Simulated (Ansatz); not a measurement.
System: Al32N31 (cell with a defect).

Al32N31 (cell with a defect), 63 atoms, a = 9.68 Å, b = 9.68 Å, c = 9.68 Å, α = 99.44°, β = 111.90°, γ = 117.58°.

Spin-polarised.

Computed with DFT PBE, scalar-relativistic, plane waves, PAW in Ansatz 0.2.0.

Q: What will maps of the valence pseudo-density and electron localisation function show?

A: Al–N (1.91 Å): ρ at the midpoint is about 0.66 e/Å³; the ELF peaks at about 0.90 between the atoms, as expected for a polar covalent bond.
Al–N (1.91 Å): ρ at the midpoint is about 0.66 e/Å³; the ELF peaks at about 0.90 between the atoms (a shared but strongly polarised pair).

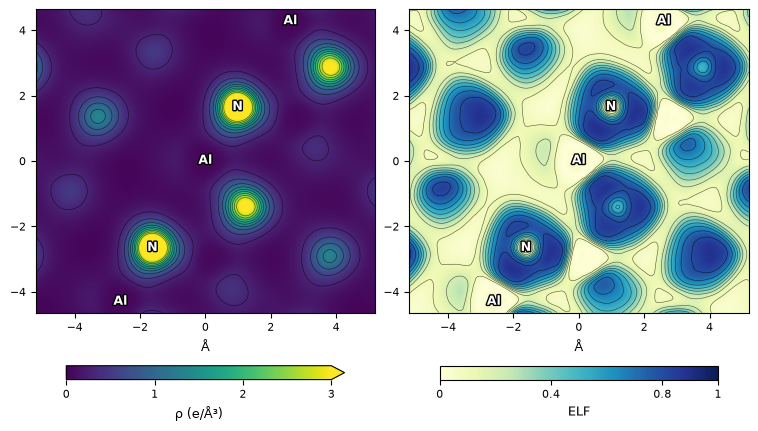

Computed valence pseudo-density and electron localisation function on the (001) plane of the calculation cell, in this order. Atoms just off the plane (Al, 0.3 Å away and N, 0.3 Å away) can leave unmarked features too.

The density is the valence pseudo-density of a PAW calculation; it isn't the true density close to the nuclei.
